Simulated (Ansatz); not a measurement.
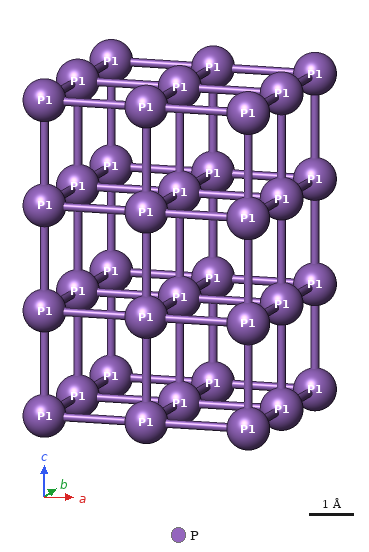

The starting point is solid P (set up in Pm-3m). Style: ball-and-stick. Shown: the cell of the calculation, repeated 2 × 2 × 3 with one cell outlined, slightly off an axis.

These are results of Ansatz 0.2.0, DFT r2SCAN, scalar-relativistic, plane waves, PAW, not measurements. (plane-wave cutoff 500 eV; occupations gaussian; smearing width 0.1 eV; no spin polarisation) The k-mesh is chosen for each cell (18×18×18, 16×16×16).

Change: Every phosphorus atom is replaced by silicon, which gives Si. Cell and atoms are relaxed again (to zero pressure within 0.1 GPa, forces under 0.01 eV/Å).

### What is the effect?

The volume per atom goes from 14.48 to 16.06 Å³. Cell: a = b = c 2.437 → 2.523 Å (+3.5 %). Volume +10.9 %. The space group stays Pm-3m (No. 221).

The changed structure in the same view:

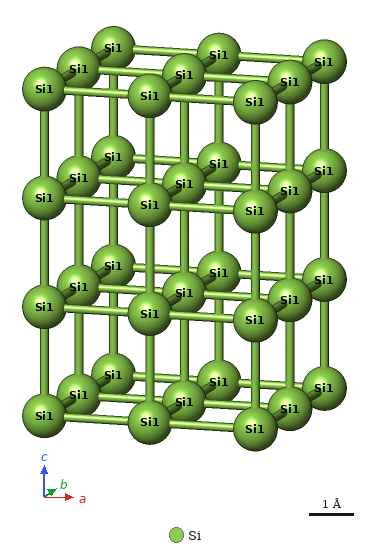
